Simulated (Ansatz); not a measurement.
```xyz
6
Lattice="3.1832 0.0000 0.0000 -1.5916 2.7567 0.0000 0.0000 0.0000 23.6688" Properties=species:S:1:pos:R:3 pbc="T T T"
W     1.5916    0.9189    8.5842
W     0.0000    1.8378   15.0846
S     1.5916    0.9189   16.6434
S     0.0000    1.8378   10.1435
S     1.5916    0.9189   13.5253
S     0.0000    1.8378    7.0254
```

Space group P-3m1; a structure from a database of computed crystals, not necessarily the ambient phase; not relaxed (largest force 0.4 eV/Å); computed pressure about −3 GPa in this cell.

Level of theory: Kohn-Sham DFT of a periodic cell, LDA, Ansatz PAW in Ansatz.

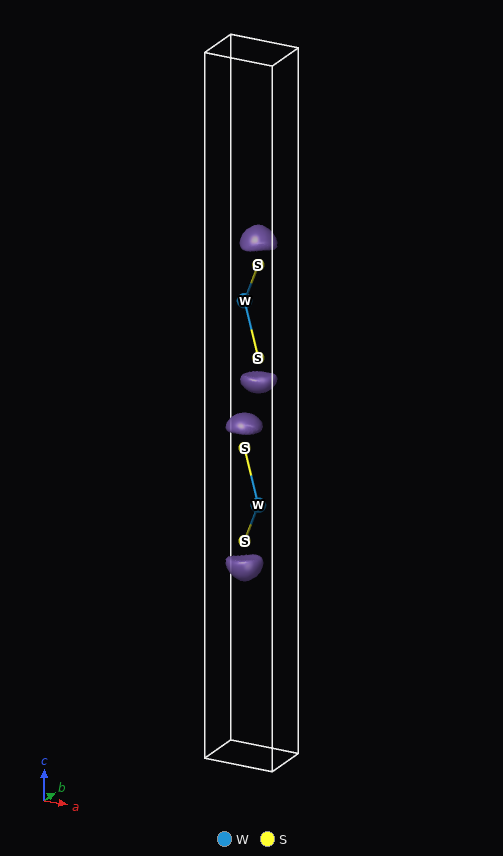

WS$_{2}$. Isosurface of the electron localisation function at 0.9 (purple), seen slightly off an axis. Core shells and regions of very low density are left out. Sticks mark near contacts.

Where are the electrons localised?

At this value the surface marks out four lobes on S, pointing away from the bonds (lone pairs), counted in one cell of 6 atoms. Regions shared between cells count once. Along the contacts the grid gives the following. W–S (2.41 Å): the ELF peaks at about 0.85 in the valence shell of S, 0.8 Å from its nucleus, and is about 0.50 at the midpoint.

Does the calculation make it a metal, or give it a gap?

It is gapped, with a Kohn–Sham gap of 1.6 eV on the k-point mesh (the band edges may lie off the mesh, which would make the gap smaller).
